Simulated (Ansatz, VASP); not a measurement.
**MgO: VASP beside Ansatz**

One calculation is typed for both programs; each brings its own data sets and cutoff. How far apart do they land?

Method: plane waves, with VASP 6.6.1 beside it; zone-centre phonons at PBE and zone-centre phonons at r2SCAN, in Ansatz 0.2.0.

## Step 1: Starting point

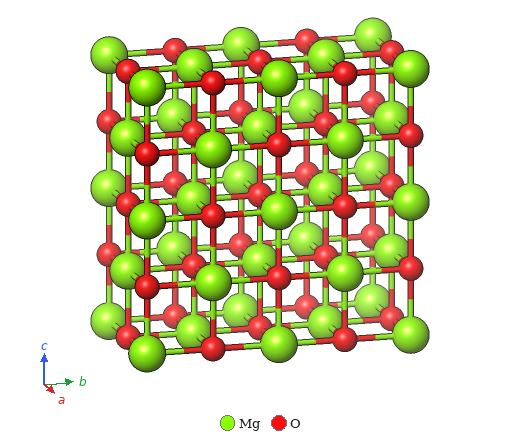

The starting structure, seen slightly off an axis (magnesium green, oxygen red). 1×2×2 cells are drawn. This picture shows the conventional cell, with its axes. Some periodic images of atoms are drawn too.

Structure file:

```xyz
2
Lattice="0.0000 2.1234 2.1234 2.1234 0.0000 2.1234 2.1234 2.1234 0.0000" Properties=species:S:1:pos:R:3 pbc="T T T"
Mg    0.0000    0.0000    0.0000
O     2.1234    2.1234    2.1234
```

## Step 2: VASP: zone-centre phonons, PBE

Second derivatives magnify differences that forces hide, and they need a tight electronic threshold.

Lines of VASP's logs that name or quote its potential files are left out, and so is its time.

Input file INCAR:

```
SYSTEM = MgO
PREC = Accurate
ENCUT = 520
EDIFF = 1E-08
NELM = 100
ISMEAR = 0
SIGMA = 0.03
LREAL = .FALSE.
ALGO = Normal
GGA = PE
NBANDS = 10
LORBIT = 11
LWAVE = .FALSE.
LCHARG = .FALSE.
KPAR = 2
IBRION = 8
LEPSILON = .TRUE.
ISIF = 2
```

Input file POSCAR:

```
MgO
1.0
    0.0000000000      2.1233907187      2.1233907187
    2.1233907187      0.0000000000      2.1233907187
    2.1233907187      2.1233907187      0.0000000000
Mg O
1 1
Direct
    0.0000000000      0.0000000000      0.0000000000
    0.5000000000      0.5000000000      0.5000000000
```

Input file KPOINTS:

```
Automatic mesh
0
Gamma
8 8 8
0 0 0
```

PAW data sets: Mg and O (PBE family, release 64).

Started as:

```console
mpirun -np 2 vasp_std
```

Numbers of over 12 decimals in the logs are rounded to 6 here.

The log of the run:

```text
[banner, memory and clock lines left out]
running    2 mpi-ranks, on    1 nodes
 distrk:  each k-point on    1 cores,    2 groups
 distr:  one band on    1 cores,    1 groups

 POSCAR found type information on POSCAR MgO
 POSCAR found :  2 types and       2 ions
 LDA part: xc-table for (Slater+PW92), standard interpolation
 POSCAR, INCAR and KPOINTS ok, starting setup
 FFT: planning ... GRIDC
 FFT: planning ... GRID_SOFT
 FFT: planning ... GRID
 WAVECAR not read
 entering main loop
       N       E                     dE             d eps       ncg     rms          rms(c)
DAV:   1     0.129204565552E+02    0.12920E+02   -0.47515E+03   684   0.717E+02
DAV:   2    -0.128984738950E+02   -0.25819E+02   -0.25473E+02   666   0.141E+02
DAV:   3    -0.134676805265E+02   -0.56921E+00   -0.56859E+00   680   0.181E+01
DAV:   4    -0.134688584284E+02   -0.11779E-02   -0.11779E-02   638   0.991E-01
DAV:   5    -0.134688623616E+02   -0.39332E-05   -0.39332E-05   644   0.562E-02    0.720E+00
DAV:   6    -0.119315710758E+02    0.15373E+01   -0.92566E+00   588   0.180E+01    0.228E+00
DAV:   7    -0.119176452464E+02    0.13926E-01   -0.55867E-02   620   0.225E+00    0.134E+00
DAV:   8    -0.119120342293E+02    0.56110E-02   -0.28150E-02   588   0.205E+00    0.218E-01
DAV:   9    -0.119117600300E+02    0.27420E-03   -0.40036E-04   640   0.153E-01    0.129E-01
DAV:  10    -0.119117760504E+02   -0.16020E-04   -0.43205E-04   618   0.169E-01    0.738E-03
DAV:  11    -0.119117777237E+02   -0.16733E-05   -0.20669E-06   662   0.125E-02    0.554E-03
DAV:  12    -0.119117776637E+02    0.60076E-07   -0.70261E-07   632   0.714E-03    0.411E-04
DAV:  13    -0.119117776677E+02   -0.40648E-08   -0.29521E-08   580   0.103E-03
   1 F= -.11911778E+02 E0= -.11911778E+02  d E =-.180724E-25
 Linear response reoptimize wavefunctions to high precision
DAV:   1    -0.119117776407E+02    0.27039E-07   -0.10536E-09   398   0.248E-04
DAV:   2    -0.119117776407E+02   -0.29672E-10   -0.28480E-11   336   0.544E-05
 Linear response G [H, r] |phi>, progress :
  Direction:   1
       N       E                     dE             d eps       ncg     rms
RMM:   1    -0.325037079021E+02   -0.32504E+02    0.86456E+00  1265   0.504E+01
RMM:   2    -0.304245863295E+02    0.20791E+01   -0.60950E-01   930   0.638E+00
RMM:   3    -0.304267498712E+02   -0.21635E-02   -0.37986E-03   971   0.399E-01
RMM:   4    -0.304268163791E+02   -0.66508E-04   -0.31948E-05  1021   0.327E-02
RMM:   5    -0.304268173657E+02   -0.98660E-06    0.97818E-08  1046   0.282E-03
RMM:   6    -0.304268173951E+02   -0.29404E-07    0.75188E-08   966   0.310E-04
RMM:   7    -0.304268174012E+02   -0.60766E-08    0.16362E-08   772   0.901E-05
 Linear response G [H, r] |phi>, progress :
  Direction:   2
       N       E                     dE             d eps       ncg     rms
RMM:   1    -0.304768811854E+02   -0.30477E+02    0.17641E+01  1268   0.499E+01
RMM:   2    -0.301890911519E+02    0.28779E+00   -0.67749E-01   923   0.668E+00
RMM:   3    -0.301913878442E+02   -0.22967E-02   -0.31022E-03   967   0.387E-01
RMM:   4    -0.301914465670E+02   -0.58723E-04   -0.28878E-05  1023   0.319E-02
RMM:   5    -0.301914475525E+02   -0.98553E-06    0.22937E-08  1035   0.283E-03
RMM:   6    -0.301914475814E+02   -0.28897E-07    0.51956E-09   960   0.295E-04
RMM:   7    -0.301914475806E+02    0.84761E-09    0.82592E-09   751   0.702E-05
 Linear response G [H, r] |phi>, progress :
  Direction:   3
       N       E                     dE             d eps       ncg     rms
RMM:   1    -0.274917179502E+02   -0.27492E+02    0.55608E+01  1197   0.492E+01
RMM:   2    -0.257600403906E+02    0.17317E+01   -0.46979E-01   910   0.553E+00
RMM:   3    -0.257620494965E+02   -0.20091E-02   -0.32236E-03   955   0.348E-01
RMM:   4    -0.257620867643E+02   -0.37268E-04   -0.47459E-05   989   0.317E-02
RMM:   5    -0.257620871876E+02   -0.42333E-06   -0.48280E-07  1004   0.303E-03
RMM:   6    -0.257620871905E+02   -0.28199E-08   -0.23399E-08   901   0.356E-04
 Linear response to external field (no local field effect), progress :
  Direction:   1
       N       E                     dE             d eps       ncg     rms          rms(c)
RMM:   1    -0.134008082122E+00   -0.13401E+00   -0.42358E-01  1271   0.178E+00
RMM:   2    -0.134629577113E+00   -0.62149E-03   -0.10551E-03   905   0.224E-01
RMM:   3    -0.134633943654E+00   -0.43665E-05   -0.32843E-06   942   0.129E-02
RMM:   4    -0.134633963157E+00   -0.19503E-07   -0.18356E-08   949   0.979E-04
RMM:   5    -0.134633963290E+00   -0.13285E-09   -0.11513E-10   780   0.848E-05
 change of polarisation eV/A/(eV/A) component  1 :     0.269     0.086     0.026
 dielectric tensor                  component  1 :     3.545     0.811     0.248
 Linear response to external field (no local field effect), progress :
  Direction:   2
       N       E                     dE             d eps       ncg     rms          rms(c)
RMM:   1    -0.134605799255E+00   -0.13461E+00   -0.43157E-01  1253   0.178E+00
RMM:   2    -0.135342492323E+00   -0.73669E-03   -0.10841E-03   903   0.227E-01
RMM:   3    -0.135347847714E+00   -0.53554E-05   -0.38848E-06   946   0.137E-02
RMM:   4    -0.135347874162E+00   -0.26448E-07   -0.22556E-08   950   0.106E-03
RMM:   5    -0.135347874318E+00   -0.15612E-09   -0.17440E-10   783   0.931E-05
[...]
Linear response to external field (no local field effect), progress :
  Direction:   3
       N       E                     dE             d eps       ncg     rms          rms(c)
RMM:   1    -0.833501977416E-01   -0.83350E-01   -0.21989E-01  1220   0.137E+00
RMM:   2    -0.840239691756E-01   -0.67377E-03   -0.64797E-04   911   0.167E-01
RMM:   3    -0.840262886074E-01   -0.23194E-05   -0.21048E-06   929   0.947E-03
RMM:   4    -0.840263014323E-01   -0.12825E-07   -0.12520E-08   911   0.748E-04
RMM:   5    -0.840263015212E-01   -0.88933E-10   -0.90476E-11   711   0.696E-05
 change of polarisation eV/A/(eV/A) component  3 :     0.026    -0.039     0.168
 dielectric tensor                  component  3 :     0.248    -0.365     2.588
 Linear response to external field, progress :
  Direction:   1
       N       E                     dE             d eps       ncg     rms          rms(c)
RMM:   1    -0.117428870369E+00   -0.11743E+00   -0.35942E-01  2501   0.164E+00
RMM:   2    -0.117998628094E+00   -0.56976E-03   -0.91921E-04  1831   0.203E-01    0.537E-01
RMM:   3    -0.117140473708E+00    0.85815E-03   -0.10614E-03  1815   0.271E-01    0.326E-01
RMM:   4    -0.125202788033E+00   -0.80623E-02   -0.20698E-03  1795   0.401E-01    0.323E-02
RMM:   5    -0.126057253161E+00   -0.85447E-03   -0.30718E-05  1908   0.510E-02    0.648E-03
RMM:   6    -0.126162759089E+00   -0.10551E-03   -0.42653E-07  1947   0.585E-03    0.260E-03
RMM:   7    -0.126208387052E+00   -0.45628E-04   -0.13585E-07  1940   0.321E-03    0.153E-04
RMM:   8    -0.126209996909E+00   -0.16099E-05   -0.81369E-10  1859   0.235E-04    0.692E-05
RMM:   9    -0.126210338359E+00   -0.34145E-06   -0.19314E-10  1659   0.129E-04    0.851E-06
 change of polarisation eV/A/(eV/A) component  1 :     0.229     0.057     0.018
 dielectric tensor                  component  1 :     3.164     0.536     0.169
 Linear response to external field, progress :
  Direction:   2
       N       E                     dE             d eps       ncg     rms          rms(c)
RMM:   1    -0.117268068765E+00   -0.11727E+00   -0.35781E-01  2514   0.165E+00
RMM:   2    -0.117998696588E+00   -0.73063E-03   -0.93346E-04  1834   0.207E-01    0.537E-01
RMM:   3    -0.117144089357E+00    0.85461E-03   -0.10605E-03  1808   0.271E-01    0.326E-01
RMM:   4    -0.125202751907E+00   -0.80587E-02   -0.20673E-03  1802   0.401E-01    0.323E-02
RMM:   5    -0.126056584171E+00   -0.85383E-03   -0.30610E-05  1908   0.510E-02    0.647E-03
RMM:   6    -0.126163193586E+00   -0.10661E-03   -0.42993E-07  1954   0.588E-03    0.259E-03
RMM:   7    -0.126208401176E+00   -0.45208E-04   -0.13507E-07  1944   0.320E-03    0.154E-04
RMM:   8    -0.126210086545E+00   -0.16854E-05   -0.89665E-10  1867   0.245E-04    0.715E-05
RMM:   9    -0.126210340930E+00   -0.25438E-06   -0.24609E-10  1662   0.128E-04    0.797E-06
 change of polarisation eV/A/(eV/A) component  2 :     0.046     0.229    -0.012
 dielectric tensor                  component  2 :     0.435     3.164    -0.117
 Linear response to external field, progress :
  Direction:   3
       N       E                     dE             d eps       ncg     rms          rms(c)
RMM:   1    -0.117267144567E+00   -0.11727E+00   -0.35780E-01  2516   0.165E+00
RMM:   2    -0.117998684960E+00   -0.73154E-03   -0.93415E-04  1836   0.207E-01    0.537E-01
RMM:   3    -0.117144474148E+00    0.85421E-03   -0.10615E-03  1811   0.271E-01    0.326E-01
RMM:   4    -0.125202800962E+00   -0.80583E-02   -0.20692E-03  1802   0.401E-01    0.323E-02
RMM:   5    -0.126056623263E+00   -0.85382E-03   -0.30626E-05  1911   0.510E-02    0.647E-03
RMM:   6    -0.126163189946E+00   -0.10657E-03   -0.43019E-07  1954   0.588E-03    0.259E-03
RMM:   7    -0.126208405617E+00   -0.45216E-04   -0.13507E-07  1943   0.320E-03    0.154E-04
RMM:   8    -0.126210083330E+00   -0.16777E-05   -0.88561E-10  1878   0.245E-04    0.714E-05
RMM:   9    -0.126210340065E+00   -0.25673E-06   -0.22985E-10  1658   0.128E-04    0.798E-06
 change of polarisation eV/A/(eV/A) component  3 :     0.005     0.024     0.229
 dielectric tensor                  component  3 :     0.048     0.229     3.164
 Linear response DOF=           2
 Linear response progress:
  Degree of freedom:   1/  2
       N       E                     dE             d eps       ncg     rms          rms(c)
RMM:   1    -0.184074947474E-02   -0.18407E-02   -0.35815E-06  2401   0.498E-01
RMM:   2    -0.179078993807E-02    0.49960E-04   -0.15622E-04  1802   0.829E-02    0.320E-02
RMM:   3    -0.176936179157E-02    0.21428E-04   -0.14786E-05  1870   0.278E-02    0.170E-02
RMM:   4    -0.177078330212E-02   -0.14215E-05   -0.13869E-05  1851   0.270E-02    0.323E-03
RMM:   5    -0.177175268132E-02   -0.96938E-06   -0.36635E-07  1860   0.510E-03    0.403E-04
RMM:   6    -0.177186263188E-02   -0.10995E-06   -0.48298E-09  1879   0.602E-04    0.176E-04
RMM:   7    -0.177186754921E-02   -0.49173E-08   -0.17705E-09  1892   0.391E-04    0.264E-05
 first order change of Fermi-energy   0.20101E-04
 force on displaced ion       1 direction 1 :  -4.907   0.000   0.000
 Born effective charge ion    1 direction 1 :   1.979   0.000   0.000
 Linear response progress:
  Degree of freedom:   2/  2
       N       E                     dE             d eps       ncg     rms          rms(c)
RMM:   1    -0.354915577852E+00   -0.35492E+00    0.41244E-01  2107   0.430E+00
RMM:   2    -0.356118810323E+00   -0.12032E-02   -0.15204E-03  1846   0.309E-01    0.129E-01
RMM:   3    -0.357715572617E+00   -0.15968E-02   -0.34952E-04  1765   0.138E-01    0.702E-02
RMM:   4    -0.360070293806E+00   -0.23547E-02   -0.36227E-04  1653   0.146E-01    0.203E-02
RMM:   5    -0.360118569305E+00   -0.48275E-04   -0.52336E-06  1881   0.243E-02    0.171E-03
RMM:   6    -0.360113151986E+00    0.54173E-05   -0.80518E-08  2045   0.227E-03    0.975E-04
RMM:   7    -0.360102823429E+00    0.10329E-04   -0.17291E-08  1939   0.128E-03    0.113E-04
RMM:   8    -0.360102704818E+00    0.11861E-06   -0.14690E-10  1960   0.833E-05    0.374E-05
RMM:   9    -0.360102862775E+00   -0.15796E-06   -0.16188E-10  2018   0.722E-05    0.446E-06
RMM:  10    -0.360102826356E+00    0.36420E-07   -0.14272E-10  1866   0.116E-05    0.160E-06
RMM:  11    -0.360102828408E+00   -0.20528E-08   -0.15754E-10  1779   0.928E-06    0.130E-07
 first order change of Fermi-energy   0.11704E-02
 force on displaced ion       2 direction 1 :  -4.934   0.000   0.000
 Born effective charge ion    2 direction 1 :  -1.981   0.000   0.000
 Born effective charges drift removed
 Linear response finished
```

OUTCAR, selected parts (step 2):

```text
ion  position               nearest neighbor table
   1  0.000  0.000  0.000-   2 2.12   2 2.12   2 2.12   2 2.12   2 2.12   2 2.12
   2  0.500  0.500  0.500-   1 2.12   1 2.12   1 2.12   1 2.12   1 2.12   1 2.12

  LATTYP: Found a face centered cubic cell.
 ALAT       =     4.2467814374

 Subroutine GETGRP returns: Found 48 space group operations
 (whereof 48 operations were pure point group operations)

The static configuration has the point symmetry O_h .

 Found     29 irreducible k-points:

   k-points           NKPTS =     29   k-points in BZ     NKDIM =     29   number of bands    NBANDS=     10

   dimension x,y,z NGX =    24 NGY =   24 NGZ =   24
   dimension x,y,z NGXF=    48 NGYF=   48 NGZF=   48

   ENCUT  =  520.0 eV  38.22 Ry    6.18 a.u.   5.58  5.58  5.58*2*pi/ulx,y,z

   NELECT =       8.0000    total number of electrons

 k-points in reciprocal lattice and weights: Automatic mesh
   0.00000000  0.00000000  0.00000000       0.002
   0.12500000  0.00000000  0.00000000       0.016
   0.25000000  0.00000000  0.00000000       0.016
   0.37500000  0.00000000  0.00000000       0.016
   0.50000000  0.00000000  0.00000000       0.008
   0.12500000  0.12500000  0.00000000       0.012
   0.25000000  0.12500000  0.00000000       0.047
   0.37500000  0.12500000  0.00000000       0.047
   0.50000000  0.12500000  0.00000000       0.047
[...]
-0.37500000  0.50000000  0.12500000       0.023
  -0.25000000  0.50000000  0.25000000       0.012

 average (electrostatic) potential at core
       1 -35.2897       2 -69.7445

  Total        0.0015397      0.0015397      0.0015397      0.0000000      0.0000000      0.0000000
  in kB        0.1288297      0.1288297      0.1288297      0.0000000      0.0000000      0.0000000
  external PRESSURE =       0.1288297 kB  Pullay stress =       0.0000000 kB

  energy-cutoff  :      520.00
  volume of cell :       19.15
      direct lattice vectors                 reciprocal lattice vectors
     0.000000000  2.123390719  2.123390719    -0.235472443  0.235472443  0.235472443
     2.123390719  0.000000000  2.123390719     0.235472443 -0.235472443  0.235472443
     2.123390719  2.123390719  0.000000000     0.235472443  0.235472443 -0.235472443

 POSITION                                       TOTAL-FORCE (eV/Angst)
 -----------------------------------------------------------------------------------
      0.00000      0.00000      0.00000         0.000000     -0.000000     -0.000000
      2.12339      2.12339      2.12339        -0.000000      0.000000      0.000000
 -----------------------------------------------------------------------------------
    total drift:                               -0.000000     -0.000000      0.000000

 MACROSCOPIC STATIC DIELECTRIC TENSOR (including local field effects in DFT)
 ------------------------------------------------------
           3.164074     0.000000    -0.000000
          -0.000000     3.164074     0.000000
          -0.000000     0.000000     3.164074
 ------------------------------------------------------

 PIEZOELECTRIC TENSOR (including local field effects)  for field in x, y, z        (C/m^2)
          XX          YY          ZZ          XY          YZ          ZX
  --------------------------------------------------------------------------------
  x     0.00000     0.00000     0.00000     0.00000     0.00000     0.00000
  y     0.00000     0.00000     0.00000     0.00000     0.00000     0.00000
  z     0.00000     0.00000     0.00000     0.00000     0.00000     0.00000

 BORN EFFECTIVE CHARGES (including local field effects) (in |e|, cummulative output)
 ---------------------------------------------------------------------------------
 ion    1
    1     1.97995    -0.00000     0.00000
    2     0.00000     1.97995     0.00000
    3     0.00000     0.00000     1.97995
 ion    2
    1    -1.97995     0.00000     0.00000
    2    -0.00000    -1.97995     0.00000
    3     0.00000     0.00000    -1.97995

 Eigenvectors and eigenvalues of the dynamical matrix
 ----------------------------------------------------

   1 f  =   11.167566 THz    70.167887 2PiTHz  372.509907 cm-1    46.185321 meV
             X         Y         Z           dx          dy          dz
      0.000000  0.000000  0.000000     0.000000    0.629027    0.000000
      2.123391  2.123391  2.123391     0.000000   -0.777383    0.000000

   2 f  =   11.167566 THz    70.167887 2PiTHz  372.509907 cm-1    46.185321 meV
             X         Y         Z           dx          dy          dz
      0.000000  0.000000  0.000000    -0.629027    0.000000    0.000000
      2.123391  2.123391  2.123391     0.777383    0.000000    0.000000

   3 f  =   11.167566 THz    70.167887 2PiTHz  372.509907 cm-1    46.185321 meV
             X         Y         Z           dx          dy          dz
      0.000000  0.000000  0.000000     0.000000    0.000000   -0.629027
      2.123391  2.123391  2.123391     0.000000    0.000000    0.777383

   4 f/i=    0.014814 THz     0.093081 2PiTHz    0.494150 cm-1     0.061267 meV
             X         Y         Z           dx          dy          dz
      0.000000  0.000000  0.000000     0.777383    0.000000    0.000000
      2.123391  2.123391  2.123391     0.629027    0.000000    0.000000

   5 f/i=    0.014814 THz     0.093081 2PiTHz    0.494150 cm-1     0.061267 meV
             X         Y         Z           dx          dy          dz
      0.000000  0.000000  0.000000     0.000000   -0.777383    0.000000
      2.123391  2.123391  2.123391     0.000000   -0.629027    0.000000

   6 f/i=    0.014814 THz     0.093081 2PiTHz    0.494150 cm-1     0.061267 meV
             X         Y         Z           dx          dy          dz
      0.000000  0.000000  0.000000     0.000000    0.000000    0.777383
      2.123391  2.123391  2.123391     0.000000    0.000000    0.629027

 MACROSCOPIC STATIC DIELECTRIC TENSOR IONIC CONTRIBUTION
 ------------------------------------------------------
           7.528807     0.000000     0.000000
           0.000000     7.528807    -0.000000
           0.000000    -0.000000     7.528807
 ------------------------------------------------------

 ELASTIC MODULI CONTR FROM IONIC RELAXATION (kBar)
 Direction    XX          YY          ZZ          XY          YZ          ZX
 --------------------------------------------------------------------------------
 XX           0.0000      0.0000      0.0000      0.0000      0.0000      0.0000
 YY           0.0000      0.0000      0.0000      0.0000      0.0000      0.0000
 ZZ           0.0000      0.0000      0.0000      0.0000      0.0000      0.0000
 XY           0.0000      0.0000      0.0000      0.0000      0.0000      0.0000
 YZ           0.0000      0.0000      0.0000      0.0000      0.0000      0.0000
 ZX           0.0000      0.0000      0.0000      0.0000      0.0000      0.0000
 --------------------------------------------------------------------------------

 PIEZOELECTRIC TENSOR IONIC CONTR  for field in x, y, z        (C/m^2)
          XX          YY          ZZ          XY          YZ          ZX
  --------------------------------------------------------------------------------
  x     0.00000     0.00000     0.00000     0.00000     0.00000     0.00000
  y     0.00000     0.00000     0.00000     0.00000     0.00000     0.00000
  z     0.00000     0.00000     0.00000     0.00000     0.00000     0.00000
```

[end of part 1 of 2]

[Lines on the potential files, build, host, timing and source positions are cut from VASP's logs without a mark.]

[Logs are printed without paths, hosts, clocks, repeated set-up lines and the standing remarks that a program may print on its own settings, such as how far it seeks lower states.]

[Hosts, paths, dates, database ids (printed as entryN), source tags and the programs' standing remarks are cut or masked in the printed files.]
